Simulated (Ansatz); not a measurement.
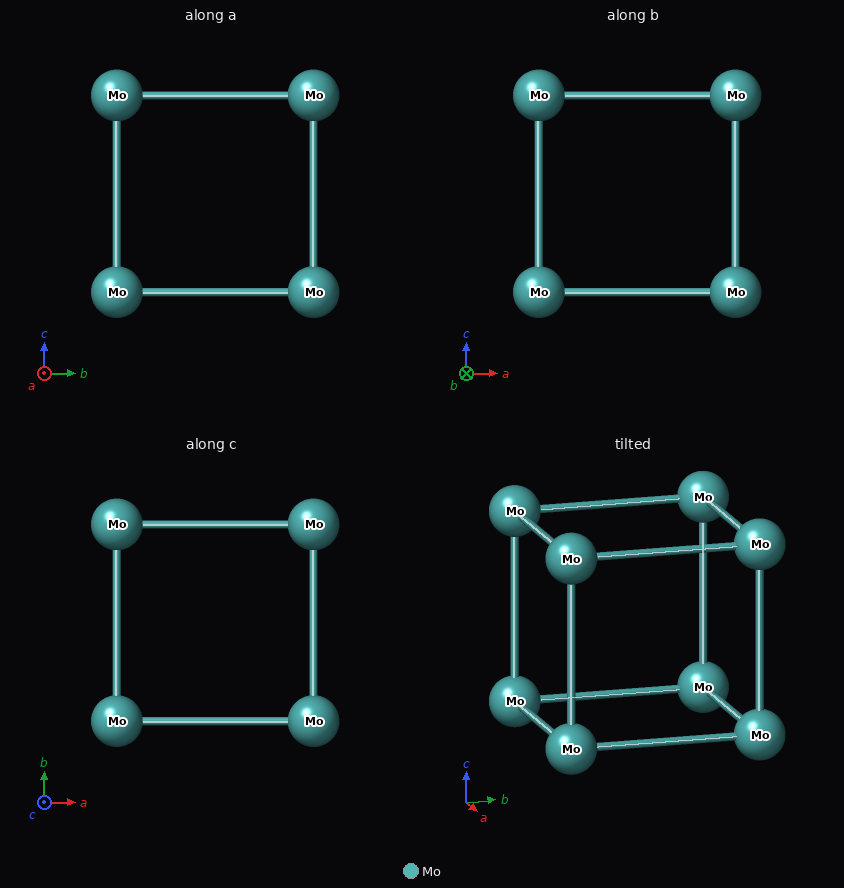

An orthographic ball-and-stick view of the structure, along the a axis, along the b axis, along the c axis and slightly off an axis. Atoms at the boundary of the conventional unit cell (the box) are drawn once for each face, edge or corner they touch.

Lattice parameters: a = 2.618 Å, b = 2.618 Å, c = 2.618 Å, α = 90.00°, β = 90.00°, γ = 90.00°. Put a along x and b in the xy plane.

### Record the structure as a POSCAR file.

```
Mo
1.0
     2.618    0.000    0.000
     0.000    2.618    0.000
     0.000    0.000    2.618
Mo
1
Direct
  0.0000 0.0000 0.0000
```

The cell started as a structure type filled with this element by a generator (whether the element takes this form wasn't checked). This is the structure after a relaxation with DFT, RPBE, plane waves (420 eV) with PAW, scalar-relativistic in Ansatz 0.2.0.
